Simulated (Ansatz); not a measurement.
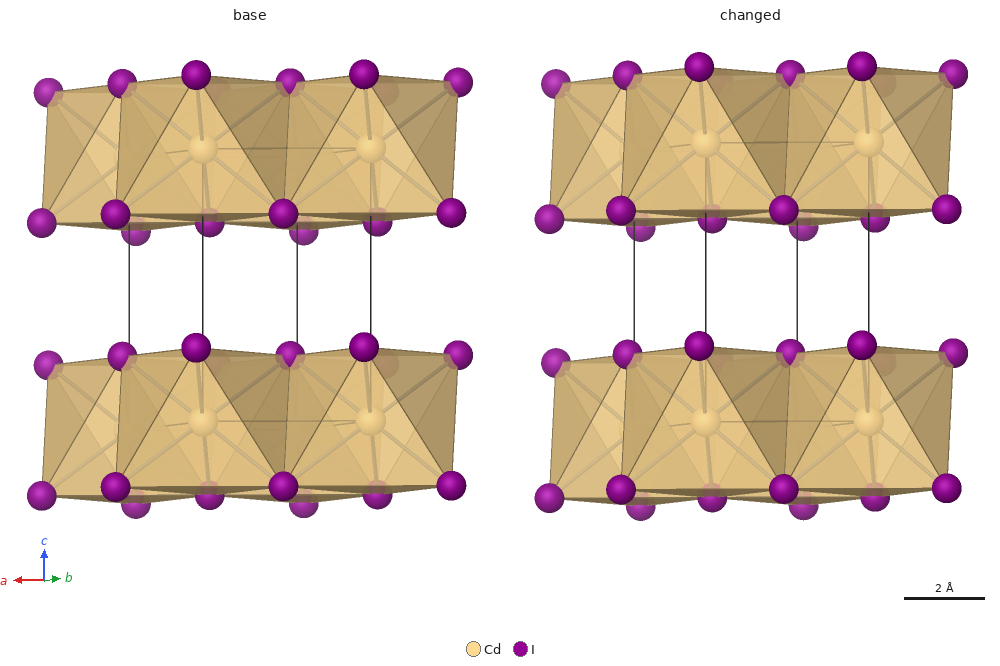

Left: a crystal of CdI₂ (built on the 1T (CdI2) bulk type). Right: the same structure after one change, at the same scale. A polyhedral model of the cell of the calculation, seen from a free direction.

Computed with DFT, PBE, plane waves, PAW (Ansatz 0.2.0). Set-up: plane-wave cutoff 420 eV; k-point mesh 12 × 12 × 4; occupations fermi dirac; smearing width 0.02 eV; no spin polarisation.

**Which change leads from the left to the right?**

The cell is strained by +2.3 % along c and −3.0 % across it (volume −3.8 %) and the I atoms are displaced by 0.02 Å relative to the cell. No relaxation follows.

**What does the change do?**

The energy rises by 24.5 meV per atom. Pressure: 1.6 GPa before, 2.8 GPa after. The principal stresses (compression positive) are 1.7 GPa along c and 3.4 GPa across it. The largest forces, 0.077 eV/Å, act on 2 I atoms of the calculation's cell. The band gap: 2.33 eV before, 2.14 eV after. Some distances before and after: Cd–I 2.995 → 2.969 Å. The space group stays P-3m1 (No. 164).
